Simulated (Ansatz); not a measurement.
Consider Co.

```xyz
1
Lattice="2.4566 0.0000 0.0000 0.0000 2.4566 0.0000 0.0000 0.0000 2.4566" Properties=species:S:1:pos:R:3 pbc="T T T"
Co    0.0000    0.0000    0.0000
```

Space group Pm-3m; set up as Co, simple cubic; a generated structure, not necessarily the stable one; changed on purpose from its base cell (volume × 1.12); computed pressure about −12 GPa in this cell; spin-polarised.

Level of theory: DFT, RPBE, plane waves (420 eV) with PAW, scalar-relativistic (Ansatz 0.2.0).

Predict the valence pseudo-density, electron localisation function and spin density between the atoms.

Answer. Co–Co (2.46 Å): ρ at the midpoint is about 0.33 e/Å³; the ELF is about 0.25 at the midpoint (no shared electron pair shows on this line).
The spin density sits on Co: +2.0 μB in one cell of 1 atoms: parallel main moments, as they must be, since the calculation's own cell holds one magnetic site. The cell of the calculation (1 atoms) carries 2.0 μB of net spin moment.

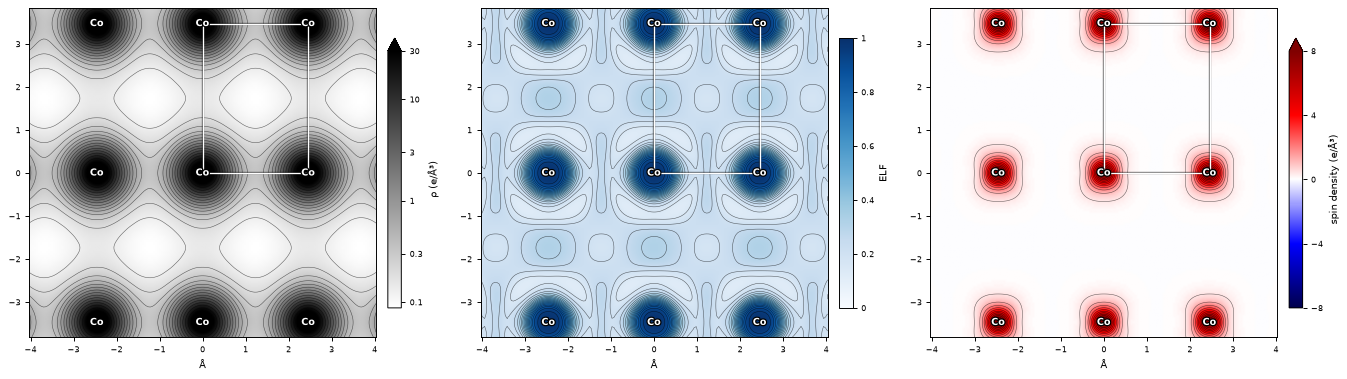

Computed valence pseudo-density, electron localisation function and spin density on the (011) plane of the conventional cell, in this order. 

Core electrons are frozen (PAW), and the valence fields are smoothed inside the atomic spheres.
